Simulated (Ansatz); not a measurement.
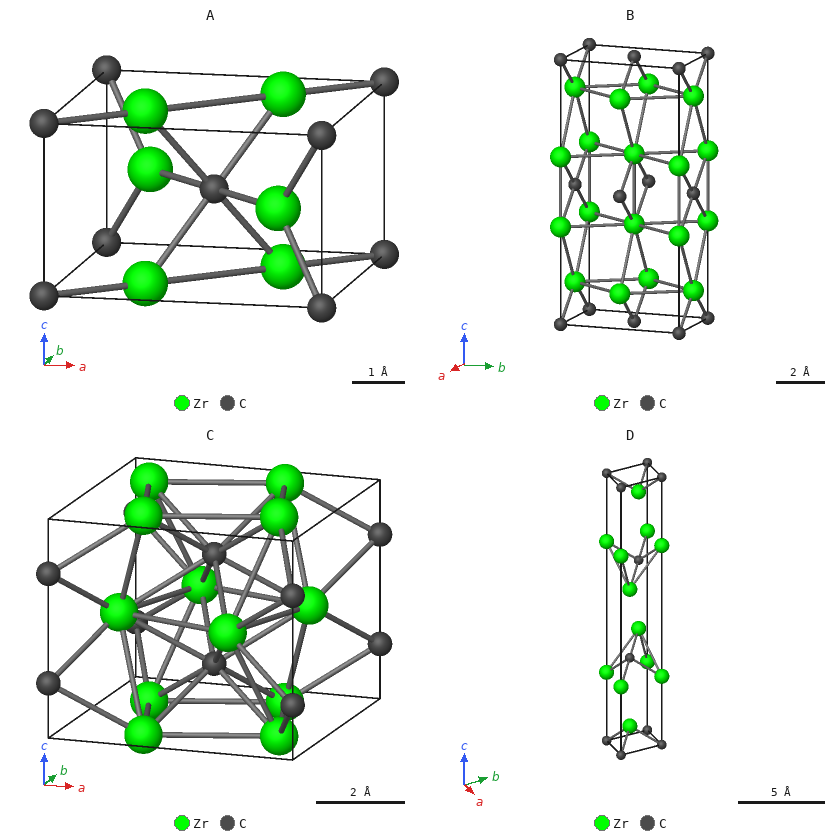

Four structures of Zr2C, each relaxed to rest (conventional cells in solid outline, small ones repeated, each panel with its own scale). Method: DFT PBE, scalar-relativistic, plane waves, PAW (Ansatz 0.2.0), without spin polarisation.

Name the structure in each panel.

Answer. A: 6 atoms a cell on a primitive tetragonal lattice, P4_2/mnm; B: 12 atoms a cell on a face-centred orthorhombic lattice, Fmmm; C: 12 atoms a cell on a body-centred tetragonal lattice, I4/mcm; D: 9 atoms a cell on a rhombohedral (trigonal R) lattice, R-3m.

Which of these is lowest in energy, and how far above it do the others lie?

Answer. D, then A (+49 meV/atom), C (+444 meV/atom) and B (+565 meV/atom), energies at zero smearing.

Collect the results in a table.

Answer.
| panel | structure | E − E(lowest) (meV/atom) | volume (Å³/atom) | gap (eV) |
| --- | --- | --- | --- | --- |
| D | R-3m | 0 | 17.3 | metal |
| A | P4_2/mnm | 49 | 17.2 | metal |
| C | I4/mcm | 444 | 15.2 | metal |
| B | Fmmm | 565 | 17.0 | metal |

Some of these may be structure types tried for this composition rather than known phases, and the most stable form need not be among them. Gaps are taken on the k-mesh or band path of each run.
